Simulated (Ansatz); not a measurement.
**Geometry relaxation of ZnO (part 2 of 4)**

ZnO (slab, 36 atoms in the cell); DFT PBEsol, scalar-relativistic, plane waves, PAW, no spin polarisation (Ansatz 0.2.0); cutoff 420 eV, 8×3×1 k-mesh, Gaussian smearing of 0.05 eV. The structure derives from an entry of the Crystallography Open Database. It belongs to a series of runs on one base structure; here: (2 0 1) slab, atoms relaxed.

Log, continued:
```
relax step   7: F+E_penalty+E_count = -69150.29047644 eV  Δ(F+E_penalty+E_count) = -4.632e-3 eV  max|allowed force component| = 4.041e-2 eV/Å  Δτ_max = 0.0315 Å  (21 SCF iters, accepted)
SCF iter   1: F=—  HF=-69150.291333 eV  |F-HF|=—  |Δ(HF+E_count)|=         —  Δρ=2.79e-4  dr2=5.08e-4  ethr=2.40e-6  p=-0.406 e·Å  D=-7.94e-2 V/Å  ΔV_dip=2.11 eV  dr2_dipole=1.22e-6  V_vac-E_F(+/−)=6.73/4.62 eV  ⟨swp⟩=2.0  Hψ=5249  notcnv=0  defer=393
efield: sawtooth ramp at fractional position 0.9800 (handed on by an earlier solve), width 0.0400; the density the first Hamiltonian is built on has a dipole p = -0.406 e·Å; the dipole correction subtracts the counter field D = -7.94e-2 V/Å, which shifts the + side's vacuum level by +2.11 eV against the − side's; the planar-averaged density in the ramp window peaks in size at 3.5e-6 e/Å³
preconditioner: auto → LDOS  [insulator: Δε(μ)=0.064 eV  Ē_g=11.870 eV  σ=0.050 eV  W_gap=0.55  n_scr=180 (ndim 8)  ℏωp=22.0 eV  f_vac=0.520  D(μ)=16.04/eV (n_scr^D=72)  ε∞_Penn≈4.4  β→1.0]
SCF iter   2: F=—  HF=-69150.291200 eV  |F-HF|=—  |Δ(HF+E_count)|=   1.34e-4  Δρ=1.45e-4  dr2=3.01e-4  ethr=1.57e-7  p=-0.407 e·Å  D=-7.95e-2 V/Å  ΔV_dip=2.11 eV  dr2_dipole=6.39e-5  V_vac-E_F(+/−)=6.73/4.62 eV  ⟨swp⟩=2.0  Hψ=5010  notcnv=0  defer=393
SCF iter   3: F=—  HF=-69150.291154 eV  |F-HF|=—  |Δ(HF+E_count)|=   4.58e-5  Δρ=5.70e-5  dr2=2.13e-5  ethr=9.28e-8  p=-0.407 e·Å  D=-7.95e-2 V/Å  ΔV_dip=2.11 eV  dr2_dipole=1.53e-7  V_vac-E_F(+/−)=6.73/4.62 eV  ⟨swp⟩=2.0  Hψ=4218  notcnv=0  defer=393
SCF iter   4: F=—  HF=-69150.290695 eV  |F-HF|=—  |Δ(HF+E_count)|=   4.59e-4  Δρ=4.44e-5  dr2=2.13e-5  ethr=6.59e-9  p=-0.407 e·Å  D=-7.95e-2 V/Å  ΔV_dip=2.11 eV  dr2_dipole=3.19e-6  V_vac-E_F(+/−)=6.73/4.62 eV  ⟨swp⟩=2.0  Hψ=4291  notcnv=0  defer=393
SCF iter   5: F=—  HF=-69150.290694 eV  |F-HF|=—  |Δ(HF+E_count)|=   1.82e-6  Δρ=2.79e-5  dr2=8.03e-6  ethr=6.57e-9  p=-0.407 e·Å  D=-7.95e-2 V/Å  ΔV_dip=2.11 eV  dr2_dipole=3.70e-8  V_vac-E_F(+/−)=6.73/4.62 eV  ⟨swp⟩=2.0  Hψ=3939  notcnv=0  defer=393
SCF iter   6: F=—  HF=-69150.290693 eV  |F-HF|=—  |Δ(HF+E_count)|=   7.55e-7  Δρ=2.17e-5  dr2=4.50e-6  ethr=2.48e-9  p=-0.407 e·Å  D=-7.95e-2 V/Å  ΔV_dip=2.11 eV  dr2_dipole=9.18e-8  V_vac-E_F(+/−)=6.73/4.62 eV  ⟨swp⟩=1.6  Hψ=2189  notcnv=0  defer=393
SCF iter   7: F=—  HF=-69150.290695 eV  |F-HF|=—  |Δ(HF+E_count)|=   1.72e-6  Δρ=1.80e-5  dr2=3.46e-6  ethr=1.39e-9  p=-0.407 e·Å  D=-7.95e-2 V/Å  ΔV_dip=2.11 eV  dr2_dipole=6.38e-9  V_vac-E_F(+/−)=6.73/4.62 eV  ⟨swp⟩=2.3  Hψ=4115  notcnv=0  defer=393
SCF iter   8: F=—  HF=-69150.290695 eV  |F-HF|=—  |Δ(HF+E_count)|=   8.97e-7  Δρ=1.12e-5  dr2=1.26e-6  ethr=1.07e-9  p=-0.407 e·Å  D=-7.95e-2 V/Å  ΔV_dip=2.11 eV  dr2_dipole=3.18e-8  V_vac-E_F(+/−)=6.73/4.62 eV  ⟨swp⟩=2.2  Hψ=4032  notcnv=0  defer=393
SCF iter   9: F=—  HF=-69150.290696 eV  |F-HF|=—  |Δ(HF+E_count)|=   5.43e-7  Δρ=8.17e-6  dr2=6.89e-7  ethr=3.88e-10  p=-0.407 e·Å  D=-7.95e-2 V/Å  ΔV_dip=2.11 eV  dr2_dipole=4.73e-10  V_vac-E_F(+/−)=6.73/4.62 eV  ⟨swp⟩=2.5  Hψ=4067  notcnv=0  defer=393
SCF iter  10: F=—  HF=-69150.290696 eV  |F-HF|=—  |Δ(HF+E_count)|=   4.11e-7  Δρ=6.06e-6  dr2=5.06e-7  ethr=2.13e-10  p=-0.407 e·Å  D=-7.95e-2 V/Å  ΔV_dip=2.11 eV  dr2_dipole=1.09e-7  V_vac-E_F(+/−)=6.73/4.62 eV  ⟨swp⟩=2.0  Hψ=4050  notcnv=0  defer=393
SCF iter  11: F=—  HF=-69150.290697 eV  |F-HF|=—  |Δ(HF+E_count)|=   1.94e-7  Δρ=4.06e-6  dr2=1.76e-7  ethr=1.56e-10  p=-0.407 e·Å  D=-7.95e-2 V/Å  ΔV_dip=2.11 eV  dr2_dipole=1.07e-8  V_vac-E_F(+/−)=6.73/4.62 eV  ⟨swp⟩=2.5  Hψ=3834  notcnv=0  defer=393
SCF iter  12: F=-69150.290697 eV  HF=-69150.290697 eV  |F-HF|=4.22e-7  |Δ(HF+E_count)|=   2.43e-7  Δρ=2.63e-6  dr2=8.26e-8  ethr=3.09e-11  p=-0.407 e·Å  D=-7.95e-2 V/Å  ΔV_dip=2.11 eV  dr2_dipole=9.98e-9  V_vac-E_F(+/−)=6.73/4.62 eV  ⟨swp⟩=15.6  Hψ=21899  notcnv=0
SCF 8 converged in 12 iterations: F = -69150.290697 eV  dr2 = 8.26e-8
relax step   8: F+E_penalty+E_count = -69150.29069723 eV  Δ(F+E_penalty+E_count) = -2.208e-4 eV  max|allowed force component| = 3.774e-3 eV/Å  Δτ_max = 0.0052 Å  (12 SCF iters, accepted)
```

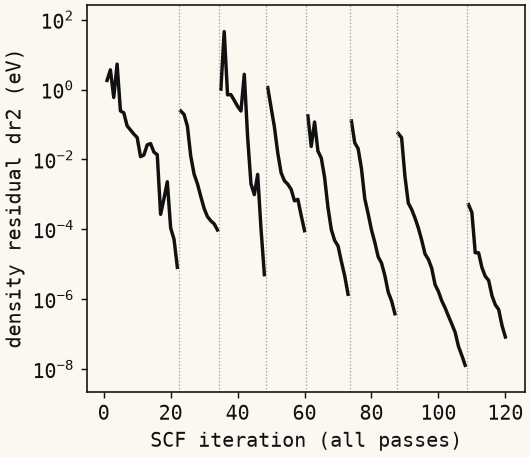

*Convergence of the self-consistent field: density residual dr2 against the SCF iteration. The dotted lines part the SCF passes of the relaxation: geometry steps, rejected trials and re-solves on a re-selected basis.*

The 8 passes take 12 to 22 iterations each, 120 in all.

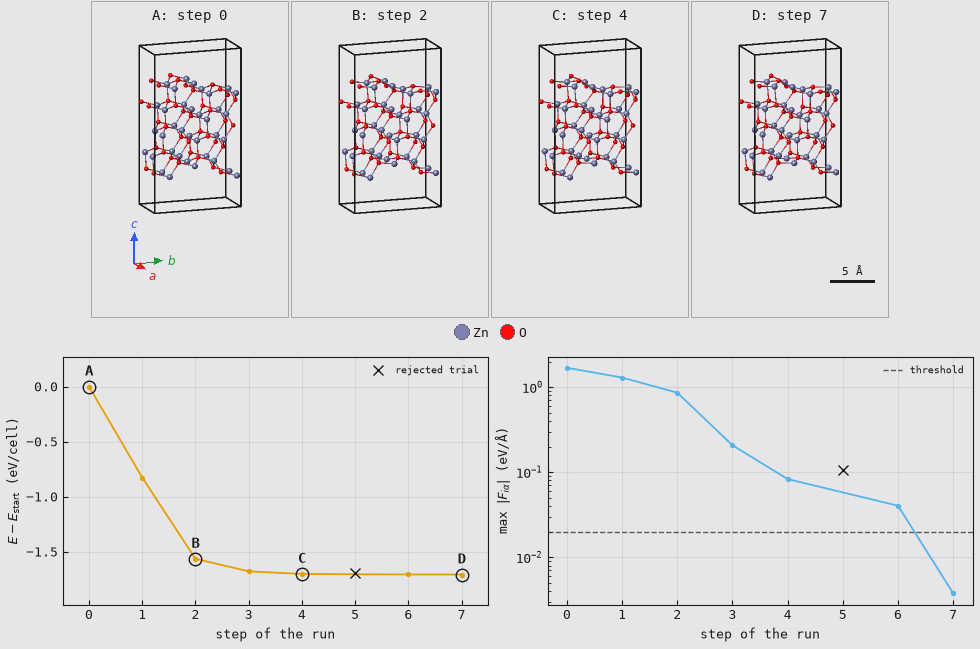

*Frames of the relaxation (ball-and-stick view of the 2 × 1 repeat of the cell, with the vacuum cut short (origin shifted), seen slightly off an axis) above the curves, on which the letters mark them (the first geometry is step 0 here and step 1 in the log).*

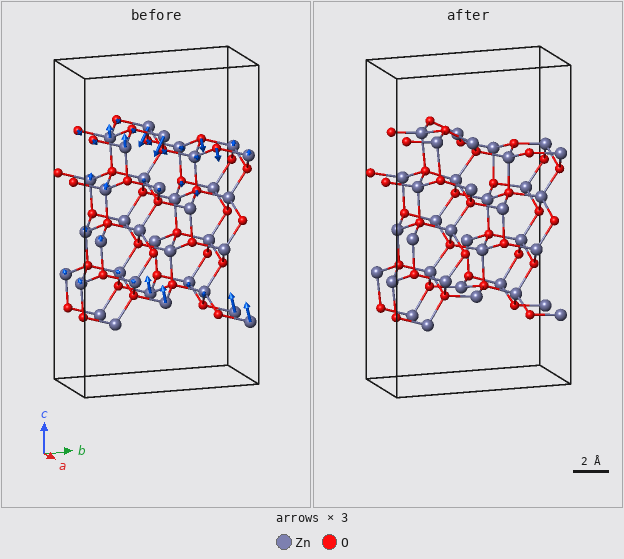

*Before (left) and after (right) the relaxation, at one scale (ball-and-stick view of the 2 × 1 repeat of the cell, with the vacuum cut short (origin shifted), seen slightly off an axis). The blue arrows give the displacements, magnified 3 times.*

The energy falls by 1.707 eV per cell of the calculation in 7 geometry steps. The largest force component goes from 1.7 to 0.0038 eV/Å. The line search rejected the trial step at point 5 (counted from 0) and went back. Zn34 moves most: 0.44 Å. By element the largest moves are Zn 0.44 Å, O 0.28 Å. The cell doesn't change. Distances before and after: O28–Zn33 1.969 → 2.230 Å, Zn33–O35 1.976 → 1.814 Å, Zn34–O36 1.976 → 1.828 Å, Zn30–O35 1.969 → 1.827 Å. Among the angles that change: O32–Zn30–O35 108.7° → 125.8°, Zn30–O35–Zn33 108.7° → 125.2°, Zn1–O4–Zn9 110.2° → 96.1°. (Atoms are counted from 1 in the order of the input.)

```
WARN: The output density's exchange-correlation potential varies sharply where the density is thin. Do not read a vacuum level from v_tot or v_xc, or from such a field of the output density. On a cell that repeats whose density bears no net charge and no dipole along the vacuum's axis use v_es (v_loc + v_h of the components); under efield.dipole_correction with no amplitude use v_es + v_field, which holds any external_charges[].barrier, or the levels of the report's work_function block, which leave it out; under a non-zero efield.amplitude the vacuum is tilted and has no level; on a cell that repeats and bears such a dipole with no correction it is tilted too, and efield.dipole_correction with no amplitude gives each side of its ramp a level where efield: is served; in a cell that repeats whose density bears a net charge (total_charge, or a fill off its count) it is curved and has none; of a slab under crystal.periodic whose density bears no net charge use v_es, which has a level on each side, short of where the two are joined; of another it falls or rises all the way out and has none; of a slab beside external_charges read slab_vacuum_level instead, which it has where they leave it neutral. The grid or the basis barely resolves most such structure, and the values can differ between equally converged runs; as a rule a tighter scf.convergence.dr2_threshold does not remove it. Where the density itself ripples (under the LDA too) a higher basis.ecutwfc lessens it. The files hold the spikes' plane waves up to the density's cutoff. Files: v_tot_of_output_density and the like, and their columns of v_z.tsv (output.write_potential); v_xc_of_output_density and the like, and their columns of v_comp_z.tsv (output.write_potential_components). Measured: with its Gaussian average of σ = 0.25 Å subtracted twice, the exchange-correlation potential is over 0.1 eV at 335 of the grid points where the equally averaged density (valence and model cores) is under 1e-3 e/Å³, and 0.278 eV at the most among them, at an averaged density of 1.1e-6 e/Å³. The input density's (outcome.potential() and, of a run that writes arrays, v_tot and v_xc) is over 0.1 eV, so measured, at 1793 points of its own thin density, 0.370 eV at the most. See output.write_potential in the manual, Limitations
SCF converged after 12 iterations
Free energy (F): -69150.290697 eV
Harris-Foulkes:  -69150.290697 eV  (|F-HF|=4.22e-7)
Internal energy: -69150.270603 eV  (E = F + TS)
E sigma→0 (E₀):  -69150.280650 eV
Entropy (-TS):   -0.020094 eV (-0.558 meV/atom)
Fermi energy:    0.486944 eV
Dipole field:    D = -0.079565 V/Å  (p = -0.407047 e·Å, saw-weighted, corrected)
Work function:   Φ+ = 6.7357 eV   Φ− = 4.6237 eV
Levels:          The Fermi level and band energies are counted from a zero that moves with the ramp; work functions are not
--- Per-component energies (eV) ---
  E_band       = -1803.338886
  E_kinetic    = 5490.652875
  E_local      = -400081.471626  (includes V_loc(G=0)·N_el)
  E_nonlocal   = 12024.042417
  E_hartree    = 195613.113469
  E_xc         = -3733.908725
  E_vxc        = -2603.288761  (∫ρ·V_xc dr)
  E_paw        = -35030.069203  (= ΣΔE_a)
  E_vpaw       = -7857.880486  (= ΣTr[D̂ρ^β])
  E_aug_tail   = 0.037547  (compensation charges beyond the density's cutoff)
  E_efield     = 0.016193  (sawtooth field / dipole correction)
  E_vefield    = -1.695486  (∫n·V_field dr)
  E_ewald      = 156552.328879
  E_core_change = 14.987571  (= ΣΔE_core)
  E_smearing   = -0.020094  (= −TS)
  E_closure    = -0.000000  (closes the sum)
  Σ components = -69150.290697   (vs F -69150.290697, Δ=0.00e0)
--- Forces (eV/Å), atoms counted from 1 ---
  atom   1  Zn     0.00000720     0.00185789     0.00250761
  atom   2  Zn     0.00000216     0.00052489     0.00036781
  atom   3  O     -0.00000996     0.00222003    -0.00244479
  atom   4  O     -0.00001410    -0.00220597     0.00201289
  atom   5  Zn    -0.00000175    -0.00228940     0.00105066
  atom   6  Zn     0.00000553     0.00020788     0.00195873
  atom   7  O      0.00000045     0.00124545     0.00034543
  atom   8  O      0.00000805    -0.00216420     0.00141861
  atom   9  Zn     0.00000416    -0.00062633    -0.00122471
  atom  10  Zn     0.00000132     0.00029007    -0.00328933
  atom  11  O      0.00000766     0.00059023     0.00065648
  atom  12  O      0.00000832    -0.00009757    -0.00139672
  atom  13  Zn    -0.00000095     0.00237873    -0.00370548
  atom  14  Zn     0.00000028    -0.00352865     0.00167473
  atom  15  O     -0.00000803     0.00168090     0.00213168
  atom  16  O      0.00001512    -0.00113047     0.00110549
  atom  17  Zn     0.00001763     0.00188653    -0.00138227
  atom  18  Zn    -0.00000201    -0.00329712     0.00050957
  atom  19  O     -0.00001117     0.00192144    -0.00068359
  atom  20  O     -0.00004602    -0.00108331    -0.00220186
  atom  21  Zn    -0.00000318     0.00367767    -0.00175879
  atom  22  Zn    -0.00001864    -0.00073374     0.00079487
  atom  23  O      0.00000747     0.00361246     0.00136520
  atom  24  O     -0.00000250    -0.00354873    -0.00130972
  atom  25  Zn     0.00000360     0.00249051    -0.00204682
  atom  26  Zn     0.00003153    -0.00377500     0.00083280
  atom  27  O      0.00006038    -0.00198619     0.00180265
  atom  28  O      0.00000264     0.00198831     0.00190425
  atom  29  Zn    -0.00006074     0.00214890    -0.00054236
  atom  30  Zn    -0.00001533    -0.00287440    -0.00091291
  atom  31  O      0.00005188    -0.00291980     0.00199182
  atom  32  O      0.00003640     0.00250906     0.00038186
  atom  33  Zn     0.00003847     0.00289085     0.00180955
  atom  34  Zn    -0.00008833    -0.00213637    -0.00049258
  atom  35  O      0.00000056     0.00188979    -0.00153790
  atom  36  O     -0.00002679    -0.00163324    -0.00168170
  max |Σ_I F_I| component: 1.89e-5 eV/Å
--- Band table (eV; the first three rows and the last of 13) ---
  k-point 0: bands = ["-18.8629", "-18.6653", "-18.5040", "-18.1899", "-18.0290", "-17.8655", "-17.7748", "-17.6441", "-17.5618", "-17.4478", "-17.3396", "-17.2862", "-17.1105", "-16.9799", "-16.7618", "-16.5372", "-16.3414", "-15.8898", "-7.2895", "-7.1608", "-7.1593", "-7.0612", "-6.9373", "-6.8703", "-6.7433", "-6.5465", "-6.4687", "-6.4161", "-6.3975", "-6.3949", "-6.3197", "-6.2720", "-6.2574", "-6.2160", "-6.1765", "-6.1333", "-6.0633", "-6.0234", "-6.0100", "-5.9762",
      "-5.9722", "-5.9699", "-5.9387", "-5.9183", "-5.9158", "-5.8563", "-5.8445", "-5.8310", "-5.7968", "-5.7293", "-5.7163", "-5.7032", "-5.6715", "-5.6693", "-5.6597", "-5.6051", "-5.5989", "-5.5261", "-5.4825", "-5.4420", "-5.4165", "-5.4114", "-5.3947", "-5.3723", "-5.3266", "-5.2880", "-5.2609", "-5.2391", "-5.2344", "-5.2279", "-5.1846", "-5.1599", "-5.1449", "-5.0912", "-5.0769", "-5.0650", "-5.0281", "-5.0029", "-4.9755", "-4.9207",
      "-4.9128", "-4.8265", "-4.7535", "-4.7348", "-4.7084", "-4.6884", "-4.6523", "-4.6154", "-4.6074", "-4.6066", "-4.5576", "-4.5338", "-4.4864", "-4.4295", "-4.4254", "-4.3692", "-4.3573", "-4.2949", "-4.2531", "-4.2455", "-4.1742", "-4.1091", "-4.1000", "-4.0701", "-4.0631", "-4.0272", "-4.0099", "-3.9360", "-3.9108", "-3.8785", "-3.8464", "-3.7501", "-3.6503", "-3.6382", "-3.5206", "-3.4131", "-3.2634", "-3.1618", "-3.0451", "-2.9431",
      "-2.6716", "-2.6483", "-2.5624", "-2.4516", "-2.4269", "-2.3511", "-2.2316", "-2.0971", "-2.0204", "-1.9094", "-1.8675", "-1.7821", "-1.7510", "-1.6910", "-1.5705", "-1.4745", "-1.4091", "-1.3522", "-1.3374", "-1.2182", "-1.1493", "-1.1349", "-0.9953", "-0.9682", "-0.9326", "-0.8933", "-0.7677", "-0.7157", "-0.5973", "-0.5774", "-0.4608", "-0.4119", "-0.3032", "-0.2977", "-0.1900", "-0.1665", "-0.0531", "-0.0203", "-0.0034", "0.2619",
      "0.3957", "0.5398", "0.7933", "1.3280", "2.2387", "2.3192", "3.0697", "3.4573", "3.5546", "3.8933", "4.3687", "4.4927", "4.5212", "4.9856", "5.0995", "5.2170", "5.3620", "5.5751", "5.8799", "5.9143", "6.0607", "6.3516", "6.4033", "6.5808", "6.6427", "6.8165", "6.9530", "7.1394", "7.3820", "7.4886", "7.7258", "7.9119", "7.9831", "8.0502", "8.2471", "8.2909", "8.4566", "8.5260"]
```
